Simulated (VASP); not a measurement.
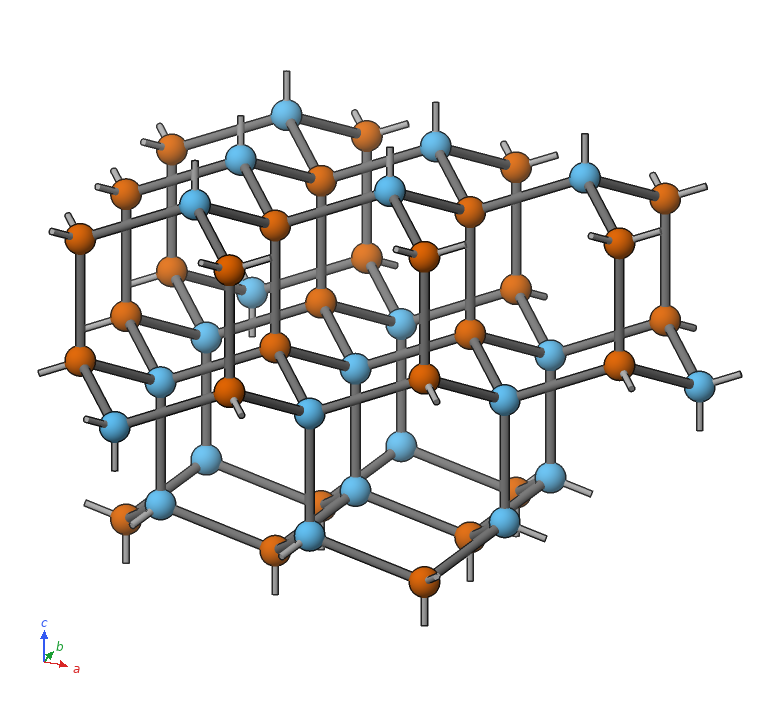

The picture shows a finite piece of the underlying net of a crystal structure, nodes on the atoms' positions. Nodes are coloured by topological kind. Short stubs are edges that leave the cut-out.

Describe the net.

A binodal (4,4)-connected, three-periodic net.

Give point symbol and coordination sequence of each kind of node.

4-connected node: 6^6, sequence 4, 12, 24, 42, 66, 96; 4-connected node: 6^6, sequence 4, 12, 25, 44, 67, 96.

The net was derived as follows. The compound is SiC (space group P6_3mc, No. 186), taken as the geometry relaxed with VASP Kohn-Sham DFT of a periodic cell, PBE with MBD, VASP PAW PBE potentials, recommended in VASP. Bonds are taken as C–Si below 2.1 Å; no other contact counts. Simplification: prune 0- and 1-connected atoms, fold 2-connected ones into links. Si(2b) and C(2b) are 4-connected nodes; Si(2a) and C(2a) are 4-connected nodes, in the ratio 1:1.
